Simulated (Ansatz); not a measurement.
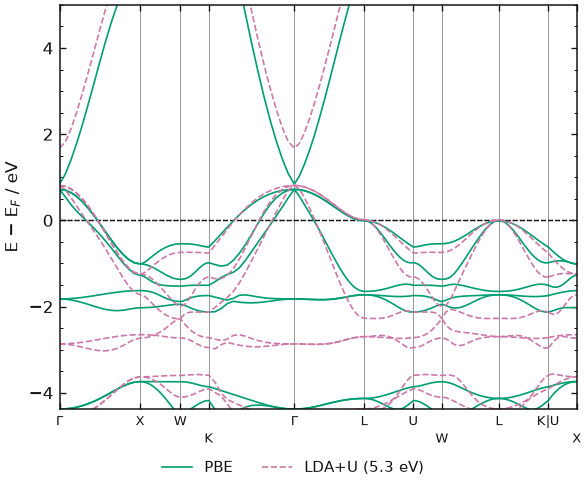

Band structures of zincblende CuO, space group F-43m, 2 atoms in the primitive cell (cubic a = 4.655 Å), by two methods on the same cell. Each is counted from its own Fermi level.

**What changes from one method to the other?**

Both give a metal. Levels within 1 eV of the Fermi level differ by 0.09 eV on average and by 0.24 eV at most (between Γ and X). Filled levels 1 to 5 eV under it lie 0.38 eV higher on average in PBE than in LDA+U (5.3 eV).

Settings. PBE: Ansatz PAW, no spin polarisation, no spin-orbit coupling, 6×6×6 k mesh, 420 eV cutoff, Fermi-Dirac smearing of 0.05 eV (Ansatz 0.2.0). LDA+U (5.3 eV): Cu d U = 5.3 eV, Ansatz PAW, no spin polarisation, no spin-orbit coupling, 10×10×10 k mesh, 420 eV cutoff, Fermi-Dirac smearing of 0.05 eV (Ansatz).

The cell is at −18 GPa in LDA+U (5.3 eV) and −9 GPa in PBE. An odd number of electrons without spin polarisation forces a metal; a magnetic or distorted state may lie lower. The run has no spin polarisation, though such a crystal can be magnetic. The usual form of CuO is monoclinic. The cell was built from a pattern and not relaxed, so its bond lengths can be off. LDA+U (5.3 eV): the PAW data sets were made with another functional. PBE: the k mesh is coarse, so the values aren't converged. PBE: semilocal functionals often make such compounds metallic where correlation or magnetic order opens a gap, which also shifts bond lengths.
